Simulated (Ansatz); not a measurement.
System: NaF.

```xyz
4
Lattice="1.9059 3.3336 0.0000 0.0000 0.0000 -4.5514 -3.8681 0.0325 0.0000" Properties=species:S:1:pos:R:3 pbc="T T T"
Na   -0.0094    2.2333   -3.4136
Na   -1.9528    1.1328   -1.1379
F    -1.9523    1.1328   -3.4136
F    -0.0099    2.2333   -1.1379
```

Space group P2₁/m; started from the h-MgO (five-fold) prototype, which need not be the ambient phase; changed on purpose from its base cell (shear xy strain -1.7%).

Computed with DFT, HSE06, plane waves, PAW (Ansatz).

Q: Predict the valence pseudo-density and electron localisation function between the atoms.

A: Na–F (2.28 Å): ρ at the midpoint is about 0.16 e/Å³; the ELF peaks at about 0.80 in the valence shell of F, 0.7 Å from its nucleus, and is about 0.10 at the midpoint: an ionic contact with no shared pair.

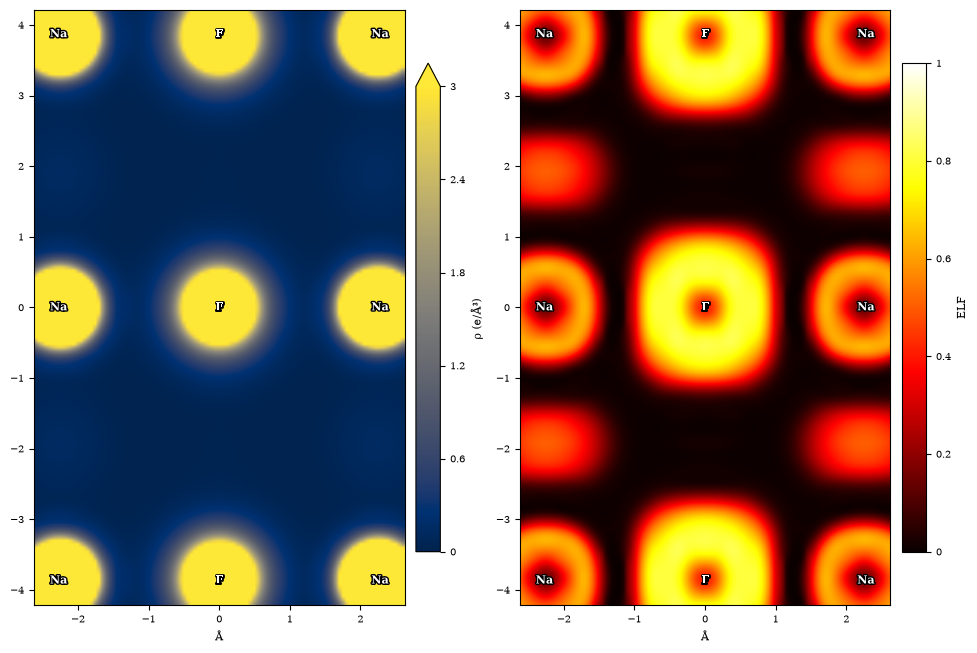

Computed valence pseudo-density and electron localisation function on the (100) plane of the conventional cell, in this order. 

Core electrons are frozen (PAW), and the valence fields are smoothed inside the atomic spheres.
